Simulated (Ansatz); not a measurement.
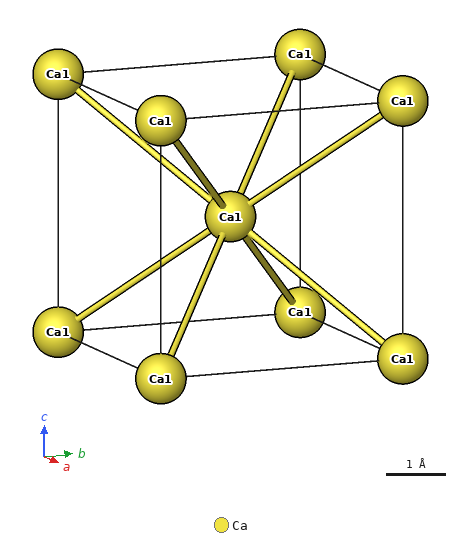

The structure of run A (ball-and-stick view of the cell 2 times as large as that of the calculation, set on its symmetry axes, seen slightly off an axis; atoms are numbered from 1 in the order of the input).

**Ca: one change and its effect**

System: Ca (1 atom in the cell).
Method of run A: Kohn-Sham DFT of a periodic cell, BLYP, all-electron LAPW, scalar-relativistic, no spin polarisation (Ansatz 0.2.0).

The structure derives from an entry of the Crystallography Open Database. Text and figures count atoms from 1; the logs count them from 0 in places.

**The input, run A**
```yaml
crystal:
  lattice:
    - [-2.24, 2.24, 2.24]
    - [2.24, -2.24, 2.24]
    - [2.24, 2.24, -2.24]
  atoms:
    - { symbol: Ca, position: [0.0, 0.0, 0.0] }
kpoints:
  mp_grid: { grid: [8, 8, 8] }
scf:
  occupations: { method: fermi_dirac, width: 0.05 }
hamiltonian:
  xc: blyp
  pseudopotentials: { kind: all_electron, lapw: { basis_error: 0.001 } }
output:
  forces: true
  stress: true
relax:
  f_tol: 0.02
  max_steps: 60
  cell: {}
```

Launched with:
```bash
ansatz run input.yaml --threads 1 --pin off --max-ram 3072MiB --backend cpu --events-out ev --progress --plain --runs-dir out
```

Hardware: 1 thread of Arm Neoverse V1, 112 GiB of memory available, shared host.

**Output, shortened to warnings, some set-up lines, iterations and results (run A)**
```
Basis set: ecut = 91.11382091755864 eV, 87 PW (Γ), exchange–correlation at level 2
Symmetry: 48 space group operations
k-points: 29 of 512
Initial density: superposition of atomic densities (chi_scale 0.1, normalization cell)
[...]
SCF iter   1: F=—  HF=-18520.217026 eV  |F-HF|=—  |Δ(HF+E_count)|=         —  Δρ=1.81e-3  dr2=2.09e-3  ethr=2.10e-5  ⟨swp⟩=3.7  Hψ=2168  notcnv=0
SCF iter   2: F=—  HF=-18520.215134 eV  |F-HF|=—  |Δ(HF+E_count)|=   1.89e-3  Δρ=1.86e-3  dr2=2.47e-3  ethr=2.09e-5  ⟨swp⟩=3.0  Hψ=974  notcnv=0
SCF iter   3: F=—  HF=-18520.219877 eV  |F-HF|=—  |Δ(HF+E_count)|=   4.74e-3  Δρ=1.45e-3  dr2=1.61e-3  ethr=2.09e-5  ⟨swp⟩=3.0  Hψ=871  notcnv=0
SCF iter   4: F=—  HF=-18520.223060 eV  |F-HF|=—  |Δ(HF+E_count)|=   3.18e-3  Δρ=5.72e-4  dr2=3.02e-4  ethr=1.61e-5  ⟨swp⟩=3.0  Hψ=915  notcnv=0
SCF iter   5: F=—  HF=-18520.223403 eV  |F-HF|=—  |Δ(HF+E_count)|=   3.43e-4  Δρ=1.25e-4  dr2=1.17e-5  ethr=1.17e-7  ⟨swp⟩=2.0  Hψ=1420  notcnv=0
[... 17 lines ...]
relax step   3: F+E_penalty+E_count = -18520.23085162 eV  Δ(F+E_penalty+E_count) = -3.186e-3 eV  max|allowed force component| = 0.000e0 eV/Å  Δτ_max = 0.0000 Å  P = +0.043 …
SCF iter   1: F=—  HF=-18520.230852 eV  |F-HF|=—  |Δ(HF+E_count)|=         —  Δρ=1.79e-6  dr2=8.70e-10  ethr=8.69e-12  ⟨swp⟩=7.4  Hψ=1894  notcnv=0
SCF iter   2: F=-18520.230852 eV  HF=-18520.230852 eV  |F-HF|=7.93e-9  |Δ(HF+E_count)|=   5.26e-8  Δρ=1.34e-6  dr2=5.95e-10  ethr=8.69e-12  ⟨swp⟩=3.0  Hψ=872  notcnv=0
SCF 4 converged in 2 iterations: F = -18520.230852 eV  dr2 = 5.95e-10
relax step   4: F+E_penalty+E_count = -18520.23085209 eV  Δ(F+E_penalty+E_count) = -4.676e-7 eV  max|allowed force component| = 0.000e0 eV/Å  Δτ_max = 0.0000 Å  P = +0.043 …
basis re-selected at this cell: Δ(F+E_penalty+E_count) = -4.676e-7 eV, ΔP = +0.000 GPa vs the last step (what re-selecting the basis moved, after the strain that the cell walked since its last selection, with what the two solves' SCF thresholds leave and, on support functions, any second-order …
SCF converged after 2 iterations
Free energy (F): -18520.230852 eV
Harris-Foulkes:  -18520.230852 eV  (|F-HF|=7.93e-9)
Internal energy: -18520.218912 eV  (E = F + TS)
E sigma→0 (E₀):  -18520.224882 eV
Entropy (-TS):   -0.011940 eV (-11.940 meV/atom)
Fermi energy:    5.726396 eV
--- Per-component energies (eV) ---
  E_band       = -168.485728
  E_kinetic    = 18666.433595
  E_xc         = -989.115385
  E_electrostatic = -36197.537122  (all electrons and nuclei)
  E_smearing   = -0.011940  (= −TS)
  E_closure    = 0.000000  (closes the sum)
  E_atoms      = -18519.059588  (free atoms, spherical and without spin; not in F)
  Σ components = -18520.230852   (vs F -18520.230852, Δ=0.00e0)
  Basis errors (estimates in eV, not in F): energy 3.9e-4 per atom: plane waves 3.8e-4 (2.1e-4 summed), levels above the bands 6.3e-24, relativity 2.1e-8, radial functions 4.5e-6, core shells 6.3e-10; eigenvalues (radial functions only) 8.0e-7; not estimated: angular momenta, meshes, grids; target …
--- Forces (eV/Å), atoms counted from 1 ---
  atom   1  Ca     0.00000000     0.00000000     0.00000000
  max |Σ_I F_I| component: 1.26e-32 eV/Å
--- Stress (GPa, compression-positive) ---
        0.043371       0.000000      -0.000000
        0.000000       0.043371       0.000000
       -0.000000       0.000000       0.043371
  P = ⅓ Tr σ = 0.0434 GPa (0.434 kbar)
--- Relaxed structure (3 steps of the walk, 3 accepted, 1 SCFs on fresh bases) ---
  F+E_penalty+E_count = -18520.23085209 eV   max|allowed force component| = 0.000e0 eV/Å   (the final SCF, on the basis selected at the relaxed cell)
  cell:  # Å, volume = 42.1242 Å³
    - [-2.1919151433975803, 2.1919151433975803, 2.1919151433975803]
    - [2.1919151433975803, -2.1919151433975803, 2.1919151433975803]
    - [2.1919151433975803, 2.1919151433975803, -2.1919151433975803]
  atoms:
    - { symbol: Ca, position: [0.0, 0.0, 0.0] }
```

The input of run B differs as follows (lines with − go, lines with + come):
```diff
+  dispersion: d4
```

How does run B compare with run A?

The total energies belong to different models, so their difference says nothing on which is more stable or more accurate. The volume per atom goes from 42.12 to 40.02 Å³. The SCF takes 85 iterations over all geometry steps against 19. On the same kind of shared host run B took about 4.7 times as long.

**Output, shortened to warnings, some set-up lines, iterations and results (run B)**
```
WARN: dispersion: an atom stands within reach of a switch of its C6 between two reference coordination numbers of its element: through that C6 alone, e_disp changes by 0.025 eV or more while the distances to its neighbours run over a stretch of 0.05 Å that contains this geometry (sites counted from 0 in the run's list of atoms or, in a supercell that it derives, in that cell's: here a list of 1) …
WARN: dispersion: an atom stands within reach of a switch of its C6 between two reference coordination numbers of its element: through that C6 alone, e_disp changes by 0.025 eV or more while the distances to its neighbours run over a stretch of 0.05 Å that contains this geometry (sites counted from 0 in the run's list of atoms or, in a supercell that it derives, in that cell's: here a list of 1) …
WARN: dispersion: an atom stands within reach of a switch of its C6 between two reference coordination numbers of its element: through that C6 alone, e_disp changes by 0.025 eV or more while the distances to its neighbours run over a stretch of 0.05 Å that contains this geometry (sites counted from 0 in the run's list of atoms or, in a supercell that it derives, in that cell's: here a list of 1) …
WARN: dispersion: an atom stands within reach of a switch of its C6 between two reference coordination numbers of its element: through that C6 alone, e_disp changes by 0.025 eV or more while the distances to its neighbours run over a stretch of 0.05 Å that contains this geometry (sites counted from 0 in the run's list of atoms or, in a supercell that it derives, in that cell's: here a list of 1) …
WARN: dispersion: an atom stands within reach of a switch of its C6 between two reference coordination numbers of its element: through that C6 alone, e_disp changes by 0.025 eV or more while the distances to its neighbours run over a stretch of 0.05 Å that contains this geometry (sites counted from 0 in the run's list of atoms or, in a supercell that it derives, in that cell's: here a list of 1) …
Basis set: ecut = 91.11382091755864 eV, 87 PW (Γ), exchange–correlation at level 2
Symmetry: 48 space group operations
k-points: 29 of 512
Initial density: superposition of atomic densities (chi_scale 0.1, normalization cell)
[...]
SCF iter   1: F=—  HF=-18520.519360 eV  |F-HF|=—  |Δ(HF+E_count)|=         —  Δρ=1.81e-3  dr2=2.09e-3  ethr=2.10e-5  ⟨swp⟩=3.7  Hψ=2168  notcnv=0
SCF iter   2: F=—  HF=-18520.517467 eV  |F-HF|=—  |Δ(HF+E_count)|=   1.89e-3  Δρ=1.86e-3  dr2=2.47e-3  ethr=2.09e-5  ⟨swp⟩=3.0  Hψ=974  notcnv=0
SCF iter   3: F=—  HF=-18520.522211 eV  |F-HF|=—  |Δ(HF+E_count)|=   4.74e-3  Δρ=1.45e-3  dr2=1.61e-3  ethr=2.09e-5  ⟨swp⟩=3.0  Hψ=871  notcnv=0
SCF iter   4: F=—  HF=-18520.525394 eV  |F-HF|=—  |Δ(HF+E_count)|=   3.18e-3  Δρ=5.72e-4  dr2=3.02e-4  ethr=1.61e-5  ⟨swp⟩=3.0  Hψ=915  notcnv=0
SCF iter   5: F=—  HF=-18520.525736 eV  |F-HF|=—  |Δ(HF+E_count)|=   3.43e-4  Δρ=1.25e-4  dr2=1.17e-5  ethr=1.17e-7  ⟨swp⟩=2.0  Hψ=1420  notcnv=0
[... 119 lines ...]
relax step  21: F+E_penalty+E_count = -18520.56126149 eV  Δ(F+E_penalty+E_count) = -5.901e-7 eV  max|allowed force component| = 0.000e0 eV/Å  Δτ_max = 0.0000 Å  P = -0.032 …
SCF iter   1: F=—  HF=-18520.561262 eV  |F-HF|=—  |Δ(HF+E_count)|=         —  Δρ=5.27e-7  dr2=9.23e-11  ethr=1.00e-12  ⟨swp⟩=3.1  Hψ=1565  notcnv=0
SCF iter   2: F=-18520.561263 eV  HF=-18520.561263 eV  |F-HF|=1.67e-9  |Δ(HF+E_count)|=   2.45e-9  Δρ=3.73e-7  dr2=5.09e-11  ethr=1.00e-12  ⟨swp⟩=3.4  Hψ=907  notcnv=0
SCF 22 converged in 2 iterations: F = -18520.561263 eV  dr2 = 5.09e-11
relax step  22: F+E_penalty+E_count = -18520.56126250 eV  Δ(F+E_penalty+E_count) = -1.013e-6 eV  max|allowed force component| = 0.000e0 eV/Å  Δτ_max = 0.0000 Å  P = -0.032 …
basis re-selected at this cell: Δ(F+E_penalty+E_count) = -1.013e-6 eV, ΔP = +0.000 GPa vs the last step (what re-selecting the basis moved, after the strain that the cell walked since its last selection, with what the two solves' SCF thresholds leave and, on support functions, any second-order …
SCF converged after 2 iterations
Free energy (F): -18520.561263 eV
Harris-Foulkes:  -18520.561263 eV  (|F-HF|=1.67e-9)
Internal energy: -18520.550897 eV  (E = F + TS)
E sigma→0 (E₀):  -18520.556080 eV
Entropy (-TS):   -0.010366 eV (-10.366 meV/atom)
Fermi energy:    6.100263 eV
--- Per-component energies (eV) ---
  E_band       = -163.742400
  E_kinetic    = 18667.049290
  E_xc         = -989.378551
  E_electrostatic = -36197.885294  (all electrons and nuclei)
  E_disp       = -0.336341  (pairwise vdW)
  E_smearing   = -0.010366  (= −TS)
  E_closure    = 0.000000  (closes the sum)
  E_atoms      = -18519.059588  (free atoms, spherical and without spin; not in F)
  Σ components = -18520.561263   (vs F -18520.561263, Δ=0.00e0)
  Basis errors (estimates in eV, not in F): energy 4.3e-4 per atom: plane waves 4.2e-4 (2.3e-4 summed), levels above the bands 1.0e-24, relativity 1.8e-8, radial functions 5.0e-6, core shells 1.1e-9; eigenvalues (radial functions only) 8.4e-7; not estimated: angular momenta, meshes, grids; target …
--- Forces (eV/Å), atoms counted from 1 ---
  atom   1  Ca    -0.00000000     0.00000000    -0.00000000
  max |Σ_I F_I| component: 1.23e-32 eV/Å
--- Stress (GPa, compression-positive) ---
       -0.031820       0.000000       0.000000
        0.000000      -0.031820      -0.000000
        0.000000      -0.000000      -0.031820
  P = ⅓ Tr σ = -0.0318 GPa (-0.318 kbar)
--- Relaxed structure (21 steps of the walk, 12 accepted, 1 SCFs on fresh bases) ---
  F+E_penalty+E_count = -18520.56126250 eV   max|allowed force component| = 0.000e0 eV/Å   (the final SCF, on the basis selected at the relaxed cell)
  cell:  # Å, volume = 40.0212 Å³
    - [-2.1548157816656315, 2.1548157816656315, 2.1548157816656315]
    - [2.1548157816656315, -2.1548157816656315, 2.1548157816656315]
    - [2.1548157816656315, 2.1548157816656315, -2.1548157816656315]
  atoms:
    - { symbol: Ca, position: [0.0, 0.0, 0.0] }
```

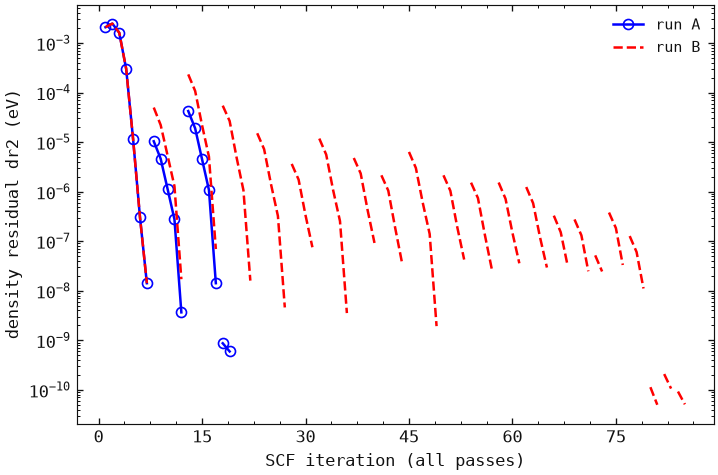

Convergence of the two runs: density residual dr2 against the SCF iteration. A break in a curve parts two SCF passes. Run A takes 19 iterations in all, and run B takes 85.

**The two runs side by side**

| quantity | run A | run B |
| --- | --- | --- |
| outcome | converged | converged |
| free energy per atom (eV) | −18520.2309 | −18520.5613 |
| energy per atom, smearing taken to zero (eV) | −18520.2249 | −18520.5561 |
| pressure (GPa) | 0.04 | −0.03 |
| volume per atom (Å³) | 42.12 | 40.02 |
| largest force (eV/Å) | 0.000 | 0.000 |
| SCF iterations | 19 | 85 |
| irreducible k-points | 29 | 29 |
| wall time (shared host) | 3.9 s | 18 s |
